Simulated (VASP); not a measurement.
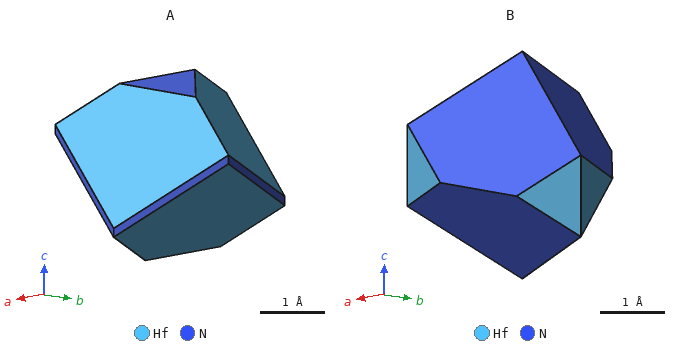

Computed Voronoi cells of the 2 sites of this structure, drawn to one scale and in one orientation; each face has the colour of the neighbour behind it.

HfN, space group P6_3/mmc (No. 194), a = 3.134 Å, b = 3.134 Å, c = 5.417 Å, α = 90.00°, β = 90.00°, γ = 120.00°

```csv
site,Wyckoff,x,y,z
Hf,2c,0.3333,0.6667,0.2500
N,2a,0.0000,0.0000,0.5000
```

Source: a cell listed in the Materials Project, as set up for an electronic-structure calculation.

**Which cell belongs to which site?**

A is N (8 faces above 1 % of the solid angle, 11.2 Å³, mostly facing Hf); B is Hf (12 faces above 1 % of the solid angle, 11.8 Å³, mostly facing N).
